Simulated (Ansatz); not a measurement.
# SnSe$_{2}$: density-of-states calculation

SnSe$_{2}$ (P-3m1, 3 atoms in the cell), computed with DFT HSE06 form with exact-exchange fraction 0.35, screening 0.1 1/A, scalar-relativistic, plane waves, PAW, no spin polarisation (Ansatz 0.2.0).

Figures and captions count atoms from 1; the log counts them from 0 in places.

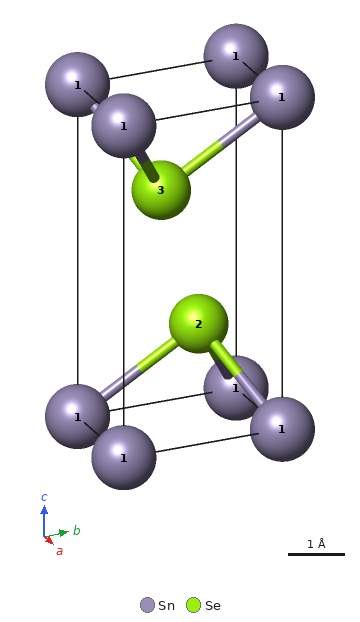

The input geometry (ball-and-stick view of the cell of the calculation, seen slightly off an axis; atoms are numbered from 1 in the order of the input). An atom can appear more than once, as a periodic image. Near neighbours in the periodic cell (some may lie outside the picture): Sn has 6 Se at 2.73 Å; Se has 3 Sn at 2.73 Å.

## Input
```yaml
crystal:
  lattice:
    - [3.8393021242, 0.0, 0.0]
    - [-1.9196510621, 3.3249331724, 0.0]
    - [0.0, 0.0, 6.0468501552]
  atoms:
    - { symbol: Sn, position: [0.0, 0.0, 0.0] }
    - { symbol: Se, position: [0.3333333333, 0.6666666667, 0.2638113996] }
    - { symbol: Se, position: [0.6666666667, 0.3333333333, 0.7361886004] }
basis:
  ecutwfc: 420
  ecutrho_ratio: 4
kpoints:
  mp_grid: { grid: [4, 4, 2] }
hamiltonian:
  xc: { preset: hse06, exx: { coeff: 0.35, omega: 0.1 } }
scf:
  occupations: { method: gaussian, width: 0.05 }
  n_extra_bands: 11
output:
  forces: true
  stress: true
  eigenvalues: true
  populations: true
  dos: { projected: true, de: 0.02 }
```

Launch command:
```bash
ansatz run input.yaml --threads 4 --pin off --max-ram 8192MiB --backend cpu --events-out ev --progress --plain --runs-dir out
```

## The program's output
```
Warning: output.stress: scf.convergence.dr2_threshold = 1e-7 eV (the SCF's general default) is looser than the 3e-10 eV advised for a printed stress (1e-10 eV for each atom of the cell: 3). What an SCF threshold leaves in a stress goes as its square root, and in the free energy as the threshold itself, and one threshold admits the most on a small cell: of the crystals measured, under no hybrid functional and no lock of the moments, on runs that ended without the residual-converged pass, on stresses that held no estimate of that error, the worst erred by over 100 MPa in a component at 1e-7 eV an atom and by under 5 at 1e-10. Set scf.convergence.dr2_threshold to 3e-10 eV or tighter. The threshold is an SCF's pass mark: one that does not reach it within its budget of iterations ends unconverged, or closes short of it on a stop that the run arms, and scf.convergence.dr2_threshold's page says what that costs each kind of run
Warning: output.stress: scf.exx.energy_threshold = 1e-6 eV is looser than the 3e-8 eV advised for a stress under a hybrid functional (1e-8 eV for each atom of the cell: 3). Every SCF of the exchange loop can meet its threshold on dr2 while the loop round them stops early: no threshold on dr2 bounds what that leaves in the stress. Set scf.exx.energy_threshold to 3e-8 eV or tighter. The threshold is the loop's pass mark: a loop that does not reach it within its budget of cycles ends unconverged, and scf.exx.energy_threshold's page has the law
scf.n_extra_bands = 11 over 23 filled bands (N_el = 46.0): the run solves 34 bands
exact exchange: scf.exx.singularity resolves to wigner_seitz, which cuts the screened interaction at the faces of the exchange supercell's Wigner-Seitz cell, so that each pair interacts once, at the shortest of its separations (the periodic images that this leaves out come, for a point-like exchange hole, to about 0.150 eV on a filled level). The cut falls within the interaction's reach, and what an exchange supercell this small leaves in the energy, the band gaps and, where it is computed, the pressure is not bounded here. The exchange supercell (the smallest cell that an SCF of this deck is solved on times the 4×4×2 mesh of the exchange sum) has its nearest image at L = 12.09 Å, 1.21 times the interaction's range 1/ω = 10.00 Å. A denser mesh of the exchange sum (kpoints.mp_grid; where a k-mesh is refused, the cell repeated along its short axes), shrinks what is left. The k-mesh (kpoints.mp_grid) can leave an error of its own, as it does under a semilocal functional: two runs of this structure under PBE, one on that k-mesh and one on a denser one or on the cell repeated (per cell), show about how large it is in the energy; in a metal the hybrid's can be larger than they show. Converge the k-mesh under the hybrid itself. See scf.exx.q_mesh
Engine: ansatz 0.2.0, aarch64-unknown-linux-gnu
Pseudopotentials: kind: paw
Pseudopotential: Sn, paw, valence charge 14, recommended cutoff 420 eV (normal), Sn.paw.azcp
Pseudopotential: Se, paw, valence charge 16, recommended cutoff 420 eV (normal), Se.paw.azcp
Functional definition: unnamed
  parameter a_1 = 0.35
  parameter omega_1 = 0.1/angstrom
  exchange = pbe_x + (-a_1)*pbe_x_sr(omega_1) + a_1*exact_x_sr(omega_1)
  correlation = pbe_c
Crystal: 3 atoms, lattice volume = 77.191 Å³
Basis set: ecut = 420 eV, 1497 PW (Γ), exchange–correlation on 54×54×90 points (8 copies of the dense FFT grid, shifted against one another)
Bands: 34, of which v1, the nominal top of the filled ones, is band 23 counted from 1 (22 counted from 0)
Symmetry: 12 space group operations
Space group: P-3m1 (ITA 164), of the structure as read, at distance tolerance 4.3e-5 Å
k-points: 8 of 32
Non-local potential: Sn, projectors of the file, l = 0: 2, l = 1: 2, l = 2: 2, l = 3: 2
Non-local potential: Se, projectors of the file, l = 0: 2, l = 1: 2, l = 2: 3, l = 3: 1
PAW form: soft (Blöchl's): semilocal exchange-correlation on the pseudo side does not see the compensation charge
PAW frozen core: Sn, regenerated for the run's functional, and the local potential with it (the file was generated under x = pbe(κ = 0.804, μ = 0.2195149727645171), c = pbe(β = 0.06672455060314922))
PAW frozen core: Se, regenerated for the run's functional, and the local potential with it (the file was generated under x = pbe(κ = 0.804, μ = 0.2195149727645171), c = pbe(β = 0.06672455060314922))
PAW one-centre angular grid: Sn, 590 points (default); XC on 64 Gauss nodes
PAW one-centre angular grid: Se, 590 points (default); XC on 64 Gauss nodes
Initial density: superposition of atomic densities (neutral atoms: chi_scale 0, normalization atom), corrected by the library's trained network
Initial wavefunctions: pseudopotential atomic-orbital guess
Functional: x = pbe(κ = 0.804, μ = 0.2195149727645171), c = pbe(β = 0.06672455060314922), warm-up for x = pbe(κ = 0.804, μ = 0.2195149727645171) + 0.35 (exact − pbe) at short range (hse, ω = 0.1 Å⁻¹), c = pbe(β = 0.06672455060314922)
SCF iter   1: F=—  HF=-16963.247423 eV  |F-HF|=—  |Δ(HF+E_count)|=         —  Δρ=2.19e-3  dr2=4.21e-3  ethr=1.77e-3  ⟨swp⟩=10.5  Hψ=1219  notcnv=0
preconditioner: auto → none  [insulator: Δε(μ)=0.750 eV  Ē_g=19.395 eV  σ=0.050 eV  W_gap=1.00  n_scr=22 (ndim 8)  ℏωp=21.6 eV  f_vac=0.047  D(μ)=0.00/eV (n_scr^D=0)]
SCF iter   2: F=—  HF=-16963.247412 eV  |F-HF|=—  |Δ(HF+E_count)|=   1.09e-5  Δρ=9.81e-4  dr2=1.30e-3  ethr=9.16e-6  ⟨swp⟩=4.5  Hψ=687  notcnv=0  defer=3
SCF iter   3: F=—  HF=-16963.247371 eV  |F-HF|=—  |Δ(HF+E_count)|=   4.07e-5  Δρ=5.73e-4  dr2=3.76e-4  ethr=2.84e-6  ⟨swp⟩=3.5  Hψ=511  notcnv=0  defer=2
iter 4 solved again at ethr=5.54e-8 eV; its pass at ethr=8.18e-7 eV (dr2=2.55e-5 eV) is discarded
SCF iter   4: F=-16963.247388 eV  HF=-16963.247379 eV  |F-HF|=8.47e-6  |Δ(HF+E_count)|=   7.86e-6  Δρ=2.07e-4  dr2=2.45e-5  ethr=5.54e-8  ⟨swp⟩=4.0  Hψ=1093  notcnv=0
SCF 1 stopped early in 4 iterations: F = -16963.247388 eV  dr2 = 2.45e-5
  greatest PAW one-centre occupation: 1.000 electrons in one spin orbital (limit 2), on the Se atom at site 2 (counted from 0), in its partial waves of l = 2
Initial density: handed on by an earlier stage of this run
Initial wavefunctions: those handed on with the density
Functional: x = pbe(κ = 0.804, μ = 0.2195149727645171) + 0.35 (exact − pbe) at short range (hse, ω = 0.1 Å⁻¹), c = pbe(β = 0.06672455060314922)
Exchange kernel: α = 0.3500, screened, ω = 0.1000 Å⁻¹, Wigner–Seitz truncation, v(0) = 2776.5161 eV·Å³, q-mesh 4×4×2, nearest image of the exchange supercell L = 12.09 Å, pair-density grid 18×18×27, without the augmentation charges, whose exchange is taken in its separable form by FFT convolution over the k-point mesh (sized by the pseudopotential files, 24×24×45 at the most), smooth part of the exact exchange by density-matrix convolution
Frozen-core exchange: fock
SCF iter   1: F=—  HF=-16973.334519 eV  |F-HF|=—  |Δ(HF+E_count)|=         —  Δρ=8.20e-3  dr2=4.79e-2  ethr=5.33e-7  ⟨swp⟩=8.0  Hψ=1369  notcnv=0
preconditioner: auto → none  [insulator: Δε(μ)=1.999 eV  Ē_g=15.793 eV  σ=0.050 eV  W_gap=1.00  n_scr=22 (ndim 8)  ℏωp=16.9 eV  f_vac=0.053  D(μ)=0.00/eV (n_scr^D=0)]
SCF iter   2: F=—  HF=-16973.310340 eV  |F-HF|=—  |Δ(HF+E_count)|=   2.42e-2  Δρ=4.19e-3  dr2=1.74e-2  ethr=5.33e-7  ⟨swp⟩=4.2  Hψ=961  notcnv=0
SCF iter   3: F=—  HF=-16973.307376 eV  |F-HF|=—  |Δ(HF+E_count)|=   2.96e-3  Δρ=1.80e-3  dr2=9.75e-3  ethr=5.33e-7  ⟨swp⟩=4.1  Hψ=964  notcnv=0
SCF iter   4: F=—  HF=-16973.344889 eV  |F-HF|=—  |Δ(HF+E_count)|=   3.75e-2  Δρ=2.03e-3  dr2=2.47e-3  ethr=5.33e-7  ⟨swp⟩=4.0  Hψ=933  notcnv=0
SCF iter   5: F=—  HF=-16973.344226 eV  |F-HF|=—  |Δ(HF+E_count)|=   6.63e-4  Δρ=3.98e-4  dr2=3.00e-4  ethr=5.33e-7  ⟨swp⟩=4.0  Hψ=654  notcnv=0
SCF iter   6: F=—  HF=-16973.345457 eV  |F-HF|=—  |Δ(HF+E_count)|=   1.23e-3  Δρ=3.07e-4  dr2=8.16e-5  ethr=1.59e-7  ⟨swp⟩=4.0  Hψ=721  notcnv=0
SCF iter   7: F=-16973.345436 eV  HF=-16973.345436 eV  |F-HF|=2.95e-7  |Δ(HF+E_count)|=   2.12e-5  Δρ=3.50e-5  dr2=9.53e-6  ethr=1.46e-7  ⟨swp⟩=3.0  Hψ=480  notcnv=0
SCF 2 stopped early in 7 iterations: F = -16973.345436 eV  dr2 = 9.53e-6
  Residual-converged pass: ⟨swp⟩=4.1  Hψ=778  notcnv=0  max |occ|·‖R‖ = 5.9e-6 eV (tolerance 6.7e-6 eV)  dr2=9.63e-6  dr2_onsite=1.85e-7  max |Δocc| = 2.5e-191
hybrid outer 1: dexx = +4.716e-2 eV, tail = 7.00e-4 eV
Exchange kernel: α = 0.3500, screened, ω = 0.1000 Å⁻¹, Wigner–Seitz truncation, v(0) = 2776.5161 eV·Å³, q-mesh 4×4×2, nearest image of the exchange supercell L = 12.09 Å, pair-density grid 18×18×27, without the augmentation charges, whose exchange is taken in its separable form by FFT convolution over the k-point mesh (sized by the pseudopotential files, 24×24×45 at the most), smooth part of the exact exchange by density-matrix convolution
Frozen-core exchange: fock
SCF iter   1: F=—  HF=-16973.345971 eV  |F-HF|=—  |Δ(HF+E_count)|=         —  Δρ=9.58e-5  dr2=4.07e-6  ethr=7.61e-6  ⟨swp⟩=3.8  Hψ=576  notcnv=0
preconditioner: auto → none  [insulator: Δε(μ)=2.071 eV  Ē_g=15.799 eV  σ=0.050 eV  W_gap=1.00  n_scr=22 (ndim 8)  ℏωp=16.9 eV  f_vac=0.055  D(μ)=0.00/eV (n_scr^D=0)]
SCF iter   2: F=—  HF=-16973.345978 eV  |F-HF|=—  |Δ(HF+E_count)|=   7.16e-6  Δρ=4.87e-5  dr2=1.89e-6  ethr=6.40e-9  ⟨swp⟩=4.0  Hψ=890  notcnv=0
SCF iter   3: F=—  HF=-16973.345983 eV  |F-HF|=—  |Δ(HF+E_count)|=   4.66e-6  Δρ=2.05e-5  dr2=4.41e-7  ethr=1.79e-9  ⟨swp⟩=4.1  Hψ=694  notcnv=0
SCF iter   4: F=—  HF=-16973.345983 eV  |F-HF|=—  |Δ(HF+E_count)|=   1.15e-7  Δρ=7.13e-6  dr2=3.52e-8  ethr=6.05e-10  ⟨swp⟩=3.1  Hψ=516  notcnv=0
SCF iter   5: F=—  HF=-16973.345983 eV  |F-HF|=—  |Δ(HF+E_count)|=   9.26e-8  Δρ=3.21e-6  dr2=1.11e-8  ethr=3.17e-11  ⟨swp⟩=4.2  Hψ=758  notcnv=0  defer=1
SCF iter   6: F=—  HF=-16973.345983 eV  |F-HF|=—  |Δ(HF+E_count)|=   7.96e-9  Δρ=1.13e-6  dr2=1.62e-9  ethr=1.27e-11  ⟨swp⟩=3.0  Hψ=601  notcnv=0
SCF iter   7: F=-16973.345983 eV  HF=-16973.345983 eV  |F-HF|=4.33e-10  |Δ(HF+E_count)|=   5.44e-9  Δρ=7.79e-7  dr2=4.86e-10  ethr=1.00e-12  ⟨swp⟩=4.0  Hψ=746  notcnv=0
SCF 3 converged in 7 iterations: F = -16973.345983 eV  dr2 = 4.86e-10
  Residual-converged pass: ⟨swp⟩=2.0  Hψ=421  notcnv=0  max |occ|·‖R‖ = 5.1e-7 eV (tolerance 5.4e-7 eV)  dr2=4.86e-10  dr2_onsite=1.99e-10  max |Δocc| = 4.0e-197
hybrid outer 2: dexx = +6.809e-6 eV, tail = 4.27e-7 eV, Δε = 8.90e-3 eV (about 5.25e-4 eV left of the loop's levels), ΔF = 2.58e-2 eV/Å (tail 6.89e-3)
Exchange kernel: α = 0.3500, screened, ω = 0.1000 Å⁻¹, Wigner–Seitz truncation, v(0) = 2776.5161 eV·Å³, q-mesh 4×4×2, nearest image of the exchange supercell L = 12.09 Å, pair-density grid 18×18×27, without the augmentation charges, whose exchange is taken in its separable form by FFT convolution over the k-point mesh (sized by the pseudopotential files, 24×24×45 at the most), smooth part of the exact exchange by density-matrix convolution
Frozen-core exchange: fock
SCF iter   1: F=—  HF=-16973.345984 eV  |F-HF|=—  |Δ(HF+E_count)|=         —  Δρ=3.26e-6  dr2=5.19e-9  ethr=4.65e-9  ⟨swp⟩=5.8  Hψ=612  notcnv=0
preconditioner: auto → none  [insulator: Δε(μ)=2.072 eV  Ē_g=15.799 eV  σ=0.050 eV  W_gap=1.00  n_scr=22 (ndim 8)  ℏωp=16.9 eV  f_vac=0.055  D(μ)=0.00/eV (n_scr^D=0)]
SCF iter   2: F=—  HF=-16973.345984 eV  |F-HF|=—  |Δ(HF+E_count)|=   4.53e-9  Δρ=7.75e-7  dr2=1.13e-9  ethr=9.31e-12  ⟨swp⟩=4.0  Hψ=783  notcnv=0
SCF iter   3: F=-16973.345984 eV  HF=-16973.345984 eV  |F-HF|=9.09e-11  |Δ(HF+E_count)|=   4.15e-9  Δρ=7.18e-7  dr2=1.98e-10  ethr=1.00e-12  ⟨swp⟩=4.0  Hψ=609  notcnv=0
SCF 4 converged in 3 iterations: F = -16973.345984 eV  dr2 = 1.98e-10
  Residual-converged pass: ⟨swp⟩=3.0  Hψ=547  notcnv=0  max |occ|·‖R‖ = 5.6e-7 eV (tolerance 6.5e-7 eV)  dr2=1.98e-10  dr2_onsite=6.31e-11  max |Δocc| = 2.2e-197
```

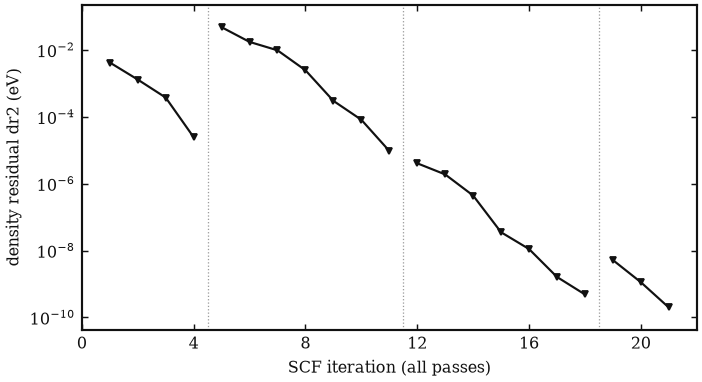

Convergence of the self-consistent field: density residual dr2 against the SCF iteration. The run starts with a semilocal functional; after that each stretch between dotted lines is one SCF of the hybrid functional between two exact rebuilds of the exchange operator by the outer loop. Early passes are stopped at a loose threshold. The passes take 4, 7, 7 and 3 iterations.

```
hybrid outer 3: dexx = +5.884e-9 eV, tail = 7.65e-10 eV, Δε = 9.04e-5 eV (about 8.40e-6 eV left of the loop's levels), ΔF = 7.35e-4 eV/Å (tail 2.07e-4)
hybrid SCF converged: 3 outer / 17 inner (+4 warm-up), last move |dexx| = 5.88e-9 eV, tail = 7.65e-10 eV
Stability not checked: this state was not tested for a lower state beside it, because the functional holds exact exchange (a hybrid, or Hartree-Fock), whose exchange loop this test does not read (fock_operator; see scf.lower_state_search)
Free energy (F): -16973.345984 eV
Frozen-core exchange: fock
Harris-Foulkes:  -16973.345984 eV  (|F-HF|=9.09e-11)
Internal energy: -16973.345984 eV  (E = F + TS)
E sigma→0 (E₀):  -16973.345984 eV
Fermi energy:    8.220366 eV
--- Per-component energies (eV) ---
  E_band       = -1045.896938
  E_kinetic    = 420.712327
  E_local      = -5889.605396  (includes V_loc(G=0)·N_el)
  E_nonlocal   = -1224.955648
  E_hartree    = 3026.812738
  E_xc         = -406.697588
  E_vxc        = -203.453277  (∫ρ·V_xc dr)
  E_exx        = -255.994860  (= α·E_x^exact, valence–valence)
  E_paw        = -7897.086269  (= ΣΔE_a)
  E_vpaw       = 309.770638  (= ΣTr[D̂ρ^β])
  E_aug_tail   = -0.001225  (compensation charges beyond the density's cutoff)
  E_ewald      = -4743.905175
  E_core_change = -2.624887  (= ΣΔE_core)
  E_smearing   = -0.000000  (= −TS)
  E_closure    = -0.000001  (closes the sum)
  Σ components = -16973.345984   (vs F -16973.345984, Δ=-3.64e-12)
--- Forces (eV/Å), atoms counted from 1 ---
  atom   1  Sn     0.00000000    -0.00000000     0.00000000
  atom   2  Se    -0.00000000     0.00000000    -0.78188444
  atom   3  Se     0.00000000    -0.00000000     0.78188444
  max |Σ_I F_I| component: 9.25e-18 eV/Å
--- Stress (GPa, compression-positive) ---
       -1.454082       0.000000       0.000000
        0.000000      -1.454082       0.000000
        0.000000       0.000000      -2.759789
  P = ⅓ Tr σ = -1.8893 GPa (-18.893 kbar)
--- Band table (eV; the first three rows and the last of 8) ---
  k-point 0: bands = ["-44.9130", "-44.9130", "-44.9128", "-44.9128", "-44.8949", "-44.8949", "-44.8944", "-44.8944", "-44.8852", "-44.8850", "-17.0745", "-17.0745", "-17.0128", "-17.0027", "-17.0027", "-8.4662", "-6.5087", "0.1084", "6.5375", "6.5375", "6.7912", "6.7912", "7.1848", "9.5840", "11.8704", "13.6063", "13.6063", "17.2119", "18.0900", "18.0900", "18.8250", "19.1259", "19.6045", "19.6045"]
  k-point 1: bands = ["-44.9129", "-44.9129", "-44.9129", "-44.9129", "-44.8948", "-44.8948", "-44.8945", "-44.8945", "-44.8853", "-44.8851", "-17.0746", "-17.0746", "-17.0126", "-17.0027", "-17.0027", "-8.1420", "-7.0956", "1.5194", "4.5726", "6.3577", "6.3577", "7.0615", "7.0615", "11.3344", "11.7486", "13.1767", "13.1767", "16.5989", "17.3026", "17.3026", "18.4288", "19.9510", "20.9282", "21.9503"]
  k-point 2: bands = ["-44.9128", "-44.9128", "-44.9128", "-44.9127", "-44.8949", "-44.8948", "-44.8944", "-44.8944", "-44.8852", "-44.8851", "-17.1019", "-17.0642", "-17.0131", "-16.9963", "-16.9936", "-7.8128", "-6.1633", "0.2326", "3.2164", "4.5980", "5.0939", "6.9759", "7.1356", "10.6276", "12.7157", "14.1759", "14.4826", "15.3471", "17.2274", "18.7833", "18.9802", "19.7382", "20.6047", "21.8391"]
  k-point 7: bands = ["-44.9128", "-44.9127", "-44.9126", "-44.9125", "-44.8949", "-44.8948", "-44.8945", "-44.8943", "-44.8851", "-44.8851", "-17.1115", "-17.0768", "-17.0077", "-16.9956", "-16.9796", "-6.5809", "-6.1618", "-0.5236", "2.3568", "3.0465", "3.8835", "6.5984", "6.6624", "10.8454", "13.2251", "13.9803", "14.9122", "16.3886", "17.4599", "17.6717", "18.5081", "21.6205", "22.7726", "23.5133"]
--- Löwdin populations: 3 sites ---
  site symbol       q [e]
     0     Sn     13.2571
     1     Se     16.3035
     2     Se     16.3035
  spilling = 0.002955 (of n_electrons = 46.000000)
```

## File populations.tsv
```
# site	symbol	l	j	q
# orbitals = lowdin
# n_electrons = 46.000000
# spilling = 0.002955
0	Sn	0_5S	-	1.223572
0	Sn	1_5P	-	2.035363
0	Sn	2_4D	-	9.998211
1	Se	0_4S	-	1.825315
1	Se	1_4P	-	4.478495
1	Se	2_3D	-	9.999648
2	Se	0_4S	-	1.825315
2	Se	1_4P	-	4.478495
2	Se	2_3D	-	9.999648
```

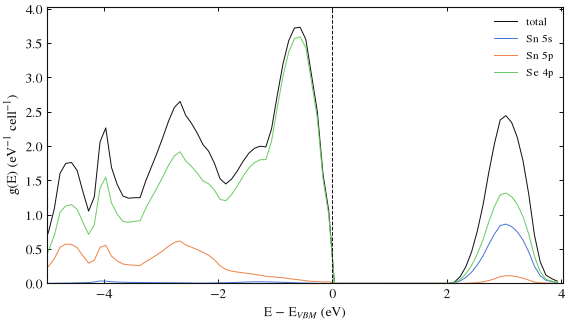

Density of states (projected on Löwdin-orthogonalised atomic shells), with energies from the valence-band top. There is a gap of 2.07 eV on the k-point mesh.

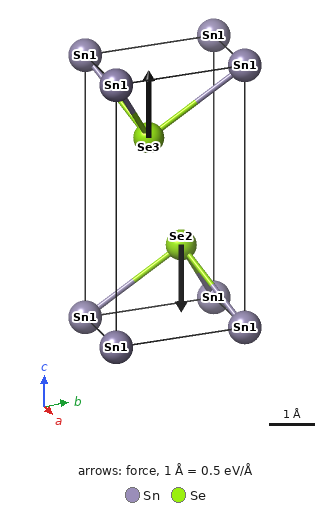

Forces on the atoms as black arrows (ball-and-stick view of the cell of the calculation, seen slightly off an axis; atoms are numbered from 1 in the order of the input). The largest act on Se2, Se3 (0.78 eV/Å). The geometry is not a stationary point of this energy.

## Summary

```tsv
quantity	value
outcome	converged
space group (tolerance 0.01 Å)	P-3m1 (164)
electrons treated	46
free energy	−16973.3460 eV
Fermi energy	8.220 eV
gap on the k-point mesh	2.07 eV
pressure	−1.89 GPa
largest force (length of the vector)	0.782 eV/Å
hardware	4 threads of Arm Neoverse V1, 24 GiB of memory available, shared host
wall time	10 s (CPU time 34 s)
peak memory	0.76 GiB
```

Warnings of the run: the exchange loop's threshold is looser than advised for the stress; the SCF threshold is looser than advised for the printed stress.
